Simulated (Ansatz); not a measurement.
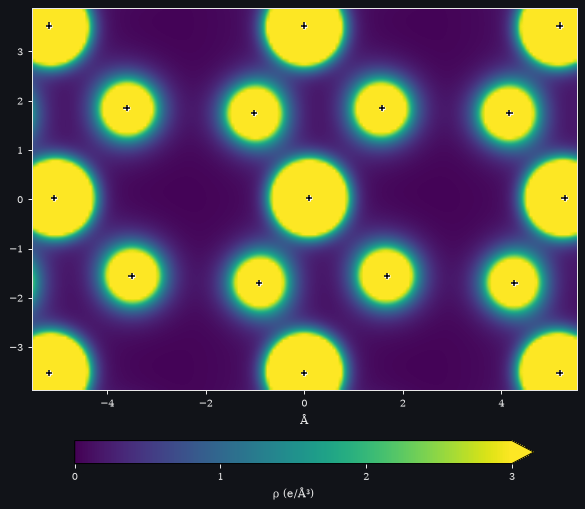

The valence pseudo-density on a plane through atoms (crosses mark nuclei in the plane).

Theory: Ansatz, DFT LDA, scalar-relativistic, plane waves, PAW.

Candidates:
A. HfO$_{2}$, a = 5.18 Å, b = 4.98 Å, c = 5.00 Å, α = 90.00°, β = 90.00°, γ = 90.00°. Space group Pca2₁; a structure from a database of computed crystals, not necessarily the ambient phase.
B. In$_{2}$O$_{3}$, a = 8.72 Å, b = 8.72 Å, c = 8.72 Å, α = 109.47°, β = 109.47°, γ = 109.47°. Space group Ia-3.

Which system is this?

Answer. Candidate A: HfO$_{2}$ on the (011) plane of the conventional cell, which holds Hf and O. Hf–O (2.04 Å): the density is about 0.87 e/Å³ at the midpoint. Hf–O (2.24 Å): ρ at the midpoint is about 0.51 e/Å³.
